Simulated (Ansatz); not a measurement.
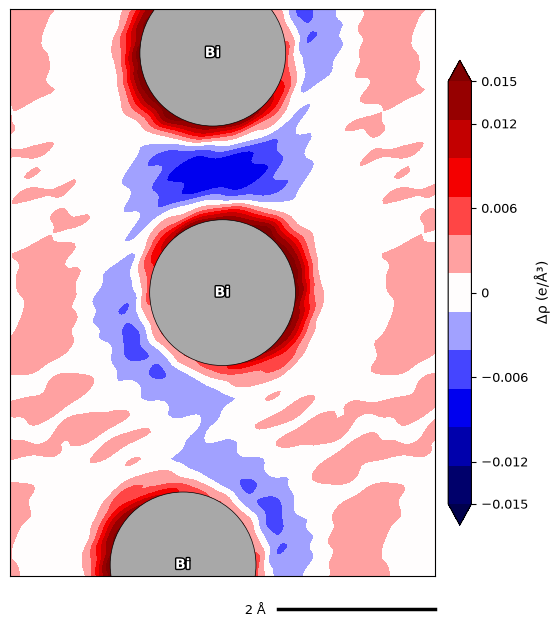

Bi. Difference of the valence pseudo-densities of two functionals at the same geometry, on the (011̄) plane of the calculation cell: one of LDA and r2SCAN less the other.

Both computed with Ansatz (plane waves, PAW), on the same k-point mesh. Grey discs cover the atomic cores.

```yaml
crystal:
  lattice:
    - [2.25228, 1.30036, 3.91157]
    - [-2.25228, 1.30036, 3.91157]
    - [0.00000, -2.60071, 3.91157]
  atoms:
    - { symbol: Bi, position: [0.76600, 0.76600, 0.76600] }
    - { symbol: Bi, position: [0.23400, 0.23400, 0.23400] }
```

Which was subtracted from which, and what does the map show?

Answer. It is LDA less r2SCAN. Against r2SCAN, LDA gives more density around Bi (+0.005 e/Å³ on average at 1.1 Å from the nucleus) and a change of −0.009 e/Å³ at the midpoint of Bi–Bi.
